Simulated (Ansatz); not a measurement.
The structure in question:

```cif
data_structure
_symmetry_space_group_name_H-M 'P 1'
_symmetry_Int_Tables_number 1
_cell_length_a 7.4653
_cell_length_b 6.5294
_cell_length_c 8.9391
_cell_angle_alpha 90.000
_cell_angle_beta 90.000
_cell_angle_gamma 90.000
_cell_volume 435.72
loop_
_atom_site_label
_atom_site_type_symbol
_atom_site_fract_x
_atom_site_fract_y
_atom_site_fract_z
_atom_site_occupancy
Al1 Al 0.31988 0.00000 0.00000 1
Al2 Al 0.68012 0.00000 0.50000 1
Al3 Al 0.68012 0.00000 0.00000 1
Al4 Al 0.31988 0.00000 0.50000 1
Al5 Al 0.50000 0.64213 0.09860 1
Al6 Al 0.50000 0.35787 0.59860 1
Al7 Al 0.50000 0.64213 0.40140 1
Al8 Al 0.50000 0.35787 0.90140 1
Al9 Al 0.31983 0.29812 0.25000 1
Al10 Al 0.68017 0.70188 0.75000 1
Al11 Al 0.68017 0.29812 0.25000 1
Al12 Al 0.31983 0.70188 0.75000 1
Ru1 Ru 0.50000 0.96367 0.25000 1
Ru2 Ru 0.50000 0.03633 0.75000 1
Al13 Al 0.81988 0.50000 0.00000 1
Al14 Al 0.18012 0.50000 0.50000 1
Al15 Al 0.18012 0.50000 0.00000 1
Al16 Al 0.81988 0.50000 0.50000 1
Al17 Al 0.00000 0.14213 0.09860 1
Al18 Al 0.00000 0.85787 0.59860 1
Al19 Al 0.00000 0.14213 0.40140 1
Al20 Al 0.00000 0.85787 0.90140 1
Al21 Al 0.81983 0.79812 0.25000 1
Al22 Al 0.18017 0.20188 0.75000 1
Al23 Al 0.18017 0.79812 0.25000 1
Al24 Al 0.81983 0.20188 0.75000 1
Ru3 Ru 0.00000 0.46367 0.25000 1
Ru4 Ru 0.00000 0.53633 0.75000 1
```

Work out the structure from the coordinates.

Chemical formula Al$_{6}$Ru. Space group Cmcm (No. 63), lattice base-centred orthorhombic. Cell content 24 Al, 4 Ru; Z = 4. Numbers of contacts at bonding distance: Al 11 and Ru 10.

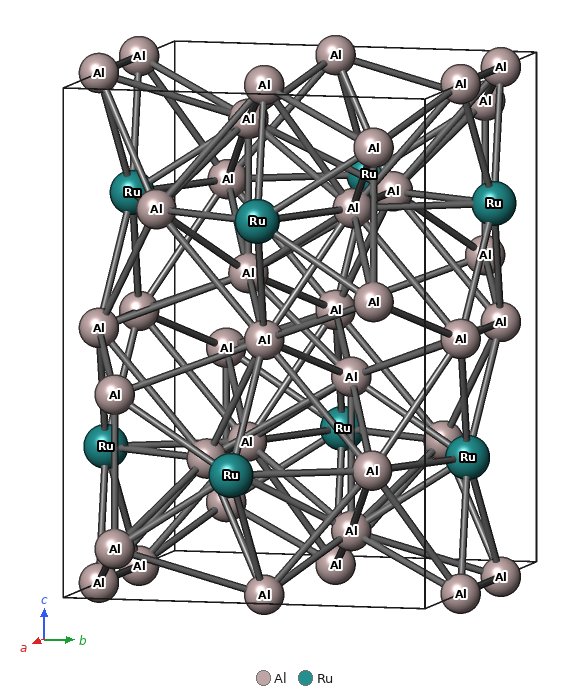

Ball-and-stick representation of a periodic structure, projected slightly off an axis. Thin lines show the conventional unit cell, with boundary atoms drawn in all their periodic places.

Starting structure: a structure listed in the Materials Project. It is drawn as it came out of a relaxation with DFT PBEsol, scalar-relativistic, plane waves, PAW (Ansatz).
